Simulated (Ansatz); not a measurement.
**Geometry relaxation of GaN (part 1 of 2)**

System: GaN (F-43m, 2 atoms in the cell).
Method: DFT PBE, scalar-relativistic, plane waves, PAW, no spin polarisation (Ansatz 0.2.0).

The structure derives from a Materials Project entry. Figures and captions count atoms from 1; the log counts them from 0 in places.

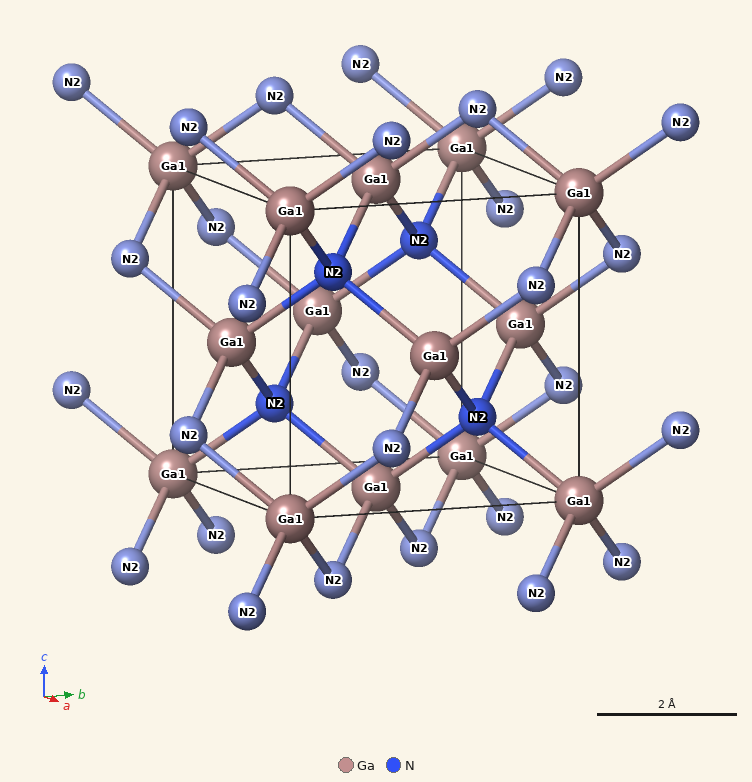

The starting structure (ball-and-stick view of the cell 4 times as large as that of the calculation, set on its symmetry axes, seen slightly off an axis; neighbours outside the cell are drawn fainter; atoms are numbered from 1 in the order of the input). An atom can appear more than once, as a periodic image.

### Input file
```yaml
crystal:
  lattice:
    - [0.0, 2.2535006075, 2.2535006075]
    - [2.2535006075, 0.0, 2.2535006075]
    - [2.2535006075, 2.2535006075, 0.0]
  atoms:
    - { symbol: Ga, position: [0.0, 0.0, 0.0] }
    - { symbol: "N", position: [0.75, 0.75, 0.75] }
basis:
  ecutwfc: 420
kpoints:
  mp_grid: { grid: [10, 10, 10] }
hamiltonian:
  xc: pbe
scf:
  occupations: { method: gaussian, width: 0.02 }
output:
  forces: true
  stress: true
  eigenvalues: true
  write_density: true
  write_potential: true
  elf: true
  volumetric_format: npy
relax:
  adjacent_minimum: "off"
  f_tol: 0.005
  max_steps: 80
  cell: { stress_tol: 0.05 }
```

Machine: 1 thread of Intel Xeon @ 2.50GHz (Skylake/Cascade Lake), 189 GiB of memory available, shared host.

Launched with:
```bash
ansatz run input.yaml --threads 1 --pin off --max-ram 2560MiB --backend cpu --events-out ev --progress --plain --runs-dir out
```

### Output
```
Engine: ansatz 0.2.0, x86_64-unknown-linux-gnu
Pseudopotentials: kind: paw
Pseudopotential: Ga, paw, valence charge 13, recommended cutoff 420 eV (normal), Ga.paw.azcp
Pseudopotential: N, paw, valence charge 5, recommended cutoff 420 eV (normal), N.paw.azcp
Functional definition: PBE
  parameter kappa = 0.804
  parameter beta = 0.06672455060314922
  exchange = pbe_x(kappa = kappa, mu = beta*pi^2/3)
  correlation = pbe_c(beta = beta)
Crystal: 2 atoms, lattice volume = 22.888 Å³
Basis set: ecut = 420 eV, 459 PW (Γ), exchange–correlation on 48×48×48 points (8 copies of the dense FFT grid, shifted against one another)
Bands: 13, of which v1, the nominal top of the filled ones, is band 9 counted from 1 (8 counted from 0)
Symmetry: 24 space group operations
Space group: F-43m (ITA 216), of the structure as read, at distance tolerance 2.8e-5 Å
k-points: 47 of 1000 (time reversal used)
Non-local potential: Ga, projectors of the file, l = 0: 2, l = 1: 2, l = 2: 3, l = 3: 1
Non-local potential: N, projectors of the file, l = 0: 2, l = 1: 2, l = 2: 1
PAW form: soft (Blöchl's): semilocal exchange-correlation on the pseudo side does not see the compensation charge
PAW one-centre angular grid: Ga, 590 points (default); XC on 64 Gauss nodes
PAW one-centre angular grid: N, 110 points (default); XC on 64 Gauss nodes
Initial density: superposition of atomic densities (neutral atoms: chi_scale 0, normalization atom), corrected by the library's trained network
Initial wavefunctions: pseudopotential atomic-orbital guess
Functional: x = pbe(κ = 0.804, μ = 0.2195149727645171), c = pbe(β = 0.06672455060314922)
SCF iter   1: F=—  HF=-4167.897806 eV  |F-HF|=—  |Δ(HF+E_count)|=         —  Δρ=6.27e-4  dr2=3.04e-5  ethr=1.77e-3  ⟨swp⟩=5.0  Hψ=3276  notcnv=0
preconditioner: auto → none  [insulator: Δε(μ)=1.714 eV  Ē_g=18.752 eV  σ=0.020 eV  W_gap=1.00  n_scr=8 (ndim 8)  ℏωp=32.9 eV  f_vac=0.001  D(μ)=0.00/eV (n_scr^D=0)  ε∞_Penn≈4.1]
SCF iter   2: F=—  HF=-4167.898092 eV  |F-HF|=—  |Δ(HF+E_count)|=   2.87e-4  Δρ=3.42e-4  dr2=9.50e-6  ethr=1.69e-7  ⟨swp⟩=2.7  Hψ=1484  notcnv=0
SCF iter   3: F=—  HF=-4167.898135 eV  |F-HF|=—  |Δ(HF+E_count)|=   4.27e-5  Δρ=1.24e-4  dr2=1.23e-6  ethr=5.28e-8  ⟨swp⟩=2.0  Hψ=1003  notcnv=0
SCF iter   4: F=—  HF=-4167.898142 eV  |F-HF|=—  |Δ(HF+E_count)|=   6.90e-6  Δρ=2.36e-5  dr2=9.65e-8  ethr=6.86e-9  ⟨swp⟩=2.0  Hψ=1034  notcnv=0
iter 5 did not close the SCF: its close was put off for the readings that it lacked (scf_convergence_deferred on its scf_iter line)
SCF iter   5: F=-4167.898142 eV  HF=-4167.898142 eV  |F-HF|=6.86e-9  |Δ(HF+E_count)|=   1.92e-8  Δρ=1.03e-5  dr2=9.17e-9  ethr=5.36e-10  ⟨swp⟩=2.0  Hψ=1034  notcnv=0
SCF iter   6: F=-4167.898142 eV  HF=-4167.898142 eV  |F-HF|=7.55e-11  |Δ(HF+E_count)|=   9.42e-9  Δρ=1.70e-6  dr2=2.54e-10  ethr=5.09e-11  ⟨swp⟩=4.1  Hψ=3073  notcnv=0
SCF 1 converged in 6 iterations: F = -4167.898142 eV  dr2 = 2.54e-10
  greatest PAW one-centre occupation: 0.995 electrons in one spin orbital (limit 2), on the Ga atom at site 0 (counted from 0), in its partial waves of l = 2
relax step   1: F+E_penalty+E_count = -4167.89814212 eV  Δ(F+E_penalty+E_count) = +0.000e0 eV  max|allowed force component| = 2.313e-16 eV/Å  Δτ_max = 0.0000 Å  P = +5.027 GPa  Ω = 22.888 Å³  (6 SCF iters, dr2 threshold 1.00e-7 eV, accepted)
Crystal: 2 atoms, lattice volume = 23.253 Å³
Initial density: handed on by an earlier stage of this run
Initial wavefunctions: those handed on with the density
iter 1 solved again at ethr=1.38e-5 eV; its pass at ethr=3.10e-3 eV (dr2=2.48e-3 eV) is discarded
SCF iter   1: F=—  HF=-4167.905547 eV  |F-HF|=—  |Δ(HF+E_count)|=         —  Δρ=3.05e-3  dr2=2.45e-3  ethr=1.38e-5  ⟨swp⟩=2.0  Hψ=3734  notcnv=0
preconditioner: auto → none  [insulator: Δε(μ)=1.594 eV  Ē_g=18.631 eV  σ=0.020 eV  W_gap=1.00  n_scr=8 (ndim 8)  ℏωp=32.7 eV  f_vac=0.003  D(μ)=0.00/eV (n_scr^D=0)  ε∞_Penn≈4.1]
SCF iter   2: F=—  HF=-4167.904993 eV  |F-HF|=—  |Δ(HF+E_count)|=   5.55e-4  Δρ=1.07e-3  dr2=3.44e-4  ethr=1.36e-5  ⟨swp⟩=2.5  Hψ=919  notcnv=0
SCF iter   3: F=—  HF=-4167.904929 eV  |F-HF|=—  |Δ(HF+E_count)|=   6.41e-5  Δρ=2.31e-4  dr2=6.54e-6  ethr=1.91e-6  ⟨swp⟩=2.4  Hψ=860  notcnv=0
SCF iter   4: F=—  HF=-4167.904927 eV  |F-HF|=—  |Δ(HF+E_count)|=   1.40e-6  Δρ=8.87e-5  dr2=9.31e-7  ethr=3.63e-8  ⟨swp⟩=2.1  Hψ=999  notcnv=0
iter 5 did not close the SCF: its close was put off for the readings that it lacked (scf_convergence_deferred on its scf_iter line)
SCF iter   5: F=-4167.904928 eV  HF=-4167.904928 eV  |F-HF|=1.34e-9  |Δ(HF+E_count)|=   4.81e-7  Δρ=1.07e-5  dr2=1.64e-8  ethr=5.17e-9  ⟨swp⟩=2.8  Hψ=1028  notcnv=0
SCF iter   6: F=-4167.904928 eV  HF=-4167.904928 eV  |F-HF|=2.11e-10  |Δ(HF+E_count)|=   1.23e-8  Δρ=9.67e-7  dr2=1.18e-10  ethr=9.12e-11  ⟨swp⟩=4.6  Hψ=3165  notcnv=0
SCF 2 converged in 6 iterations: F = -4167.904928 eV  dr2 = 1.18e-10
relax step   2: F+E_penalty+E_count = -4167.90492783 eV  Δ(F+E_penalty+E_count) = -6.786e-3 eV  max|allowed force component| = 9.946e-17 eV/Å  Δτ_max = 0.0000 Å  P = +1.985 GPa  Ω = 23.253 Å³  energy of the carried Pulay correction = -1.162e-3 eV  (6 SCF iters, dr2 threshold 2.00e-7 eV, accepted)
Crystal: 2 atoms, lattice volume = 23.498 Å³
iter 1 solved again at ethr=5.87e-6 eV; its pass at ethr=3.10e-3 eV (dr2=1.06e-3 eV) is discarded
SCF iter   1: F=—  HF=-4167.905989 eV  |F-HF|=—  |Δ(HF+E_count)|=         —  Δρ=1.98e-3  dr2=1.04e-3  ethr=5.87e-6  ⟨swp⟩=2.0  Hψ=3758  notcnv=0
preconditioner: auto → none  [insulator: Δε(μ)=1.534 eV  Ē_g=18.553 eV  σ=0.020 eV  W_gap=1.00  n_scr=8 (ndim 8)  ℏωp=32.5 eV  f_vac=0.003  D(μ)=0.00/eV (n_scr^D=0)  ε∞_Penn≈4.1]
SCF iter   2: F=—  HF=-4167.905753 eV  |F-HF|=—  |Δ(HF+E_count)|=   2.37e-4  Δρ=6.97e-4  dr2=1.48e-4  ethr=5.80e-6  ⟨swp⟩=1.8  Hψ=777  notcnv=0
SCF iter   3: F=—  HF=-4167.905726 eV  |F-HF|=—  |Δ(HF+E_count)|=   2.66e-5  Δρ=1.53e-4  dr2=2.89e-6  ethr=8.25e-7  ⟨swp⟩=2.4  Hψ=872  notcnv=0
SCF iter   4: F=—  HF=-4167.905724 eV  |F-HF|=—  |Δ(HF+E_count)|=   2.12e-6  Δρ=5.91e-5  dr2=4.11e-7  ethr=1.61e-8  ⟨swp⟩=2.1  Hψ=999  notcnv=0
iter 5 did not close the SCF: its close was put off for the readings that it lacked (scf_convergence_deferred on its scf_iter line)
SCF iter   5: F=-4167.905724 eV  HF=-4167.905724 eV  |F-HF|=1.18e-10  |Δ(HF+E_count)|=   2.43e-7  Δρ=6.47e-6  dr2=6.48e-9  ethr=2.28e-9  ⟨swp⟩=2.7  Hψ=977  notcnv=0
SCF iter   6: F=-4167.905724 eV  HF=-4167.905724 eV  |F-HF|=1.00e-10  |Δ(HF+E_count)|=   5.78e-9  Δρ=6.43e-7  dr2=5.19e-11  ethr=3.60e-11  ⟨swp⟩=4.5  Hψ=3149  notcnv=0
SCF 3 converged in 6 iterations: F = -4167.905724 eV  dr2 = 5.19e-11
relax step   3: F+E_penalty+E_count = -4167.90572415 eV  Δ(F+E_penalty+E_count) = -7.963e-4 eV  max|allowed force component| = 7.633e-17 eV/Å  Δτ_max = 0.0000 Å  P = +0.080 GPa  Ω = 23.498 Å³  energy of the carried Pulay correction = -1.930e-3 eV  (6 SCF iters, dr2 threshold 2.00e-7 eV, accepted)
Crystal: 2 atoms, lattice volume = 23.508 Å³
iter 1 solved again at ethr=1.03e-8 eV; its pass at ethr=3.10e-3 eV (dr2=1.85e-6 eV) is discarded
SCF iter   1: F=—  HF=-4167.905692 eV  |F-HF|=—  |Δ(HF+E_count)|=         —  Δρ=8.32e-5  dr2=1.85e-6  ethr=1.03e-8  ⟨swp⟩=2.1  Hψ=3592  notcnv=0
preconditioner: auto → none  [insulator: Δε(μ)=1.545 eV  Ē_g=18.553 eV  σ=0.020 eV  W_gap=1.00  n_scr=8 (ndim 8)  ℏωp=32.5 eV  f_vac=0.002  D(μ)=0.00/eV (n_scr^D=0)  ε∞_Penn≈4.1]
SCF iter   2: F=—  HF=-4167.905694 eV  |F-HF|=—  |Δ(HF+E_count)|=   2.08e-6  Δρ=2.92e-5  dr2=2.62e-7  ethr=1.03e-8  ⟨swp⟩=1.8  Hψ=779  notcnv=0
iter 3 did not close the SCF: its close was put off for the readings that it lacked (scf_convergence_deferred on its scf_iter line)
SCF iter   3: F=-4167.905694 eV  HF=-4167.905694 eV  |F-HF|=1.04e-8  |Δ(HF+E_count)|=   4.71e-8  Δρ=6.42e-6  dr2=5.09e-9  ethr=1.45e-9  ⟨swp⟩=2.4  Hψ=879  notcnv=0
iter 4 did not close the SCF: its close was put off for the readings that it lacked (scf_convergence_deferred on its scf_iter line)
SCF iter   4: F=-4167.905694 eV  HF=-4167.905694 eV  |F-HF|=3.11e-10  |Δ(HF+E_count)|=   3.58e-9  Δρ=2.50e-6  dr2=7.43e-10  ethr=2.83e-11  ⟨swp⟩=2.1  Hψ=999  notcnv=0
iter 5 did not close the SCF: its close was put off for the readings that it lacked (scf_convergence_deferred on its scf_iter line)
SCF iter   5: F=-4167.905694 eV  HF=-4167.905694 eV  |F-HF|=0.00e0  |Δ(HF+E_count)|=  4.47e-10  Δρ=2.75e-7  dr2=1.14e-11  ethr=4.13e-12  ⟨swp⟩=2.8  Hψ=1032  notcnv=0
SCF iter   6: F=-4167.905694 eV  HF=-4167.905694 eV  |F-HF|=0.00e0  |Δ(HF+E_count)|=  9.09e-12  Δρ=2.81e-8  dr2=1.03e-13  ethr=1.00e-12  ⟨swp⟩=4.0  Hψ=2645  notcnv=0
SCF 4 converged in 6 iterations: F = -4167.905694 eV  dr2 = 1.03e-13
relax step   4: F+E_penalty+E_count = -4167.90569422 eV  Δ(F+E_penalty+E_count) = +2.993e-5 eV  max|allowed force component| = 7.633e-17 eV/Å  Δτ_max = 0.0000 Å  P = +0.001 GPa  Ω = 23.508 Å³  energy of the carried Pulay correction = -1.963e-3 eV  (6 SCF iters, accepted)
Initial wavefunctions: pseudopotential atomic-orbital guess (no wavefunctions were taken with the density)
iter 1 solved again at ethr=4.73e-8 eV; its pass at ethr=3.10e-3 eV (dr2=8.51e-6 eV) is discarded
SCF iter   1: F=—  HF=-4167.906596 eV  |F-HF|=—  |Δ(HF+E_count)|=         —  Δρ=7.45e-4  dr2=4.12e-6  ethr=4.73e-8  ⟨swp⟩=3.1  Hψ=4892  notcnv=0
preconditioner: auto → none  [insulator: Δε(μ)=1.547 eV  Ē_g=18.553 eV  σ=0.020 eV  W_gap=1.00  n_scr=8 (ndim 8)  ℏωp=32.5 eV  f_vac=0.002  D(μ)=0.00/eV (n_scr^D=0)  ε∞_Penn≈4.1]
SCF iter   2: F=—  HF=-4167.907621 eV  |F-HF|=—  |Δ(HF+E_count)|=   1.03e-3  Δρ=3.72e-4  dr2=9.03e-7  ethr=2.29e-8  ⟨swp⟩=2.7  Hψ=1006  notcnv=0
SCF iter   3: F=—  HF=-4167.907962 eV  |F-HF|=—  |Δ(HF+E_count)|=   3.40e-4  Δρ=4.97e-5  dr2=2.59e-8  ethr=5.02e-9  ⟨swp⟩=2.6  Hψ=1016  notcnv=0
SCF iter   4: F=—  HF=-4167.907967 eV  |F-HF|=—  |Δ(HF+E_count)|=   5.87e-6  Δρ=7.51e-6  dr2=4.81e-9  ethr=1.44e-10  ⟨swp⟩=2.0  Hψ=1034  notcnv=0
SCF iter   5: F=—  HF=-4167.907967 eV  |F-HF|=—  |Δ(HF+E_count)|=   2.52e-8  Δρ=1.17e-6  dr2=1.30e-10  ethr=2.67e-11  ⟨swp⟩=2.3  Hψ=983  notcnv=0
SCF iter   6: F=-4167.907967 eV  HF=-4167.907967 eV  |F-HF|=2.73e-12  |Δ(HF+E_count)|=  3.18e-11  Δρ=9.47e-8  dr2=1.10e-12  ethr=1.00e-12  ⟨swp⟩=5.0  Hψ=2488  notcnv=0
SCF 5 converged in 6 iterations: F = -4167.907967 eV  dr2 = 1.10e-12
relax step   5: F+E_penalty+E_count = -4167.90796742 eV  Δ(F+E_penalty+E_count) = -2.273e-3 eV  max|allowed force component| = 8.327e-17 eV/Å  Δτ_max = 0.0000 Å  P = +0.130 GPa  Ω = 23.508 Å³  stress off target by 1.30e-1 GPa  SCF on the basis re-selected at this cell (its energy is not comparable with the rows above)  (6 SCF iters)
basis re-selected at this cell: Δ(F+E_penalty+E_count) = -2.273e-3 eV, ΔP = +0.128 GPa vs the last step (what re-selecting the basis moved, of the pressure what is left beyond the Pulay correction that the steps carried, after the strain that the cell walked since its last selection, with what the two solves' SCF thresholds leave and, on support functions, any second-order correction that the steps lacked; it is no measure of the basis error at this ecutwfc). This SCF's stress stands 1.30e-1 GPa from its target on what of the cell is left free (relax.cell.stress_tol is 5.00e-2 GPa) and its largest allowed force component is 8.33e-17 eV/Å (relax.f_tol is 5.00e-3 eV/Å): not within both, so this SCF does not close the relaxation
Crystal: 2 atoms, lattice volume = 23.525 Å³
iter 1 solved again at ethr=2.78e-8 eV; its pass at ethr=3.10e-3 eV (dr2=5.00e-6 eV) is discarded
SCF iter   1: F=—  HF=-4167.907920 eV  |F-HF|=—  |Δ(HF+E_count)|=         —  Δρ=1.37e-4  dr2=4.98e-6  ethr=2.78e-8  ⟨swp⟩=1.9  Hψ=3484  notcnv=0
preconditioner: auto → none  [insulator: Δε(μ)=1.540 eV  Ē_g=18.547 eV  σ=0.020 eV  W_gap=1.00  n_scr=8 (ndim 8)  ℏωp=32.5 eV  f_vac=0.002  D(μ)=0.00/eV (n_scr^D=0)  ε∞_Penn≈4.1]
SCF iter   2: F=—  HF=-4167.907921 eV  |F-HF|=—  |Δ(HF+E_count)|=   1.39e-6  Δρ=4.78e-5  dr2=7.02e-7  ethr=2.77e-8  ⟨swp⟩=1.8  Hψ=745  notcnv=0
iter 3 did not close the SCF: its close was put off for the readings that it lacked (scf_convergence_deferred on its scf_iter line)
SCF iter   3: F=-4167.907921 eV  HF=-4167.907921 eV  |F-HF|=2.71e-8  |Δ(HF+E_count)|=   1.31e-7  Δρ=1.06e-5  dr2=1.40e-8  ethr=3.90e-9  ⟨swp⟩=2.4  Hψ=863  notcnv=0
iter 4 did not close the SCF: its close was put off for the readings that it lacked (scf_convergence_deferred on its scf_iter line)
SCF iter   4: F=-4167.907921 eV  HF=-4167.907921 eV  |F-HF|=7.13e-10  |Δ(HF+E_count)|=   9.64e-9  Δρ=3.94e-6  dr2=1.88e-9  ethr=7.80e-11  ⟨swp⟩=2.1  Hψ=971  notcnv=0
iter 5 did not close the SCF: its close was put off for the readings that it lacked (scf_convergence_deferred on its scf_iter line)
SCF iter   5: F=-4167.907921 eV  HF=-4167.907921 eV  |F-HF|=8.19e-12  |Δ(HF+E_count)|=   1.07e-9  Δρ=4.68e-7  dr2=3.10e-11  ethr=1.04e-11  ⟨swp⟩=2.8  Hψ=1032  notcnv=0
SCF iter   6: F=-4167.907921 eV  HF=-4167.907921 eV  |F-HF|=9.09e-13  |Δ(HF+E_count)|=  2.64e-11  Δρ=4.11e-8  dr2=2.22e-13  ethr=1.00e-12  ⟨swp⟩=3.7  Hψ=2810  notcnv=0
SCF 6 converged in 6 iterations: F = -4167.907921 eV  dr2 = 2.22e-13
```
